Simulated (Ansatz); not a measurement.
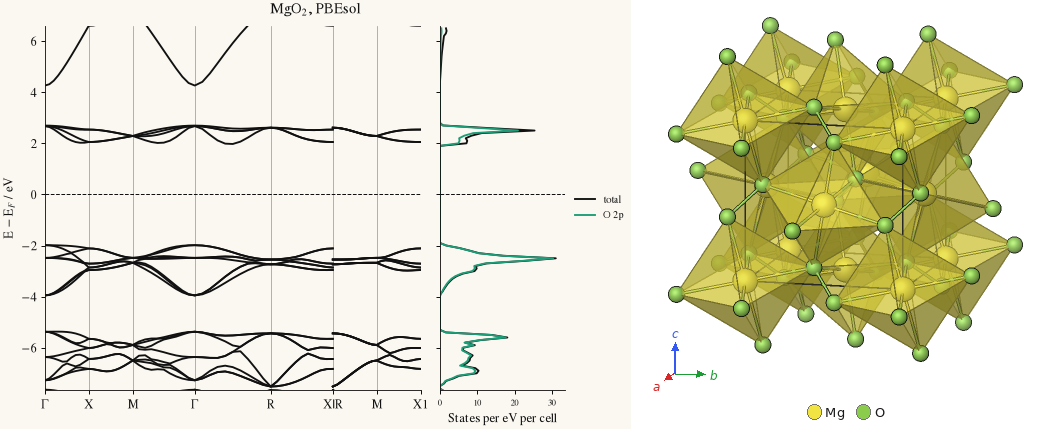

Band structure and density of states, beside the structure. Energies are counted from the Fermi level. The partial curves are projected on Löwdin-orthogonalised atomic shells.

The material is MgO₂, space group Pa-3 (No. 205), 12 atoms in the cell.

Computed with Ansatz 0.2.0: DFT PBEsol, scalar-relativistic, plane waves, PAW, no spin polarisation, 6×6×6 k mesh, 420 eV cutoff, Gaussian smearing of 0.02 eV.

**Read off the fundamental gap and say whether it is direct.**

The material is gapped. The gap along this path is 3.96 eV and indirect, from the valence-band top at Γ to the conduction-band bottom between Γ and R; the smallest direct gap is 4.08 eV, between Γ and X.

**How wide is the upper valence band?**

The upper group of valence states starts about 1.9 eV under the valence-band top (which lies at −2.0 eV on this axis), with a gap beneath it; it holds about 16 electrons a cell.

**How much do the top valence band and the lowest conduction band disperse along the path?**

The top valence band spans 0.6 eV and the lowest conduction band 0.7 eV.

**What is the character of the states on either side of the gap?**

By projected weight, the top eV of the valence band is O 2p almost alone; the bottom eV of the conduction band is O 2p (85 %).

**How many bands meet at the valence-band top?**

Two bands meet at the valence-band top at Γ: it is doubly degenerate (spin aside).
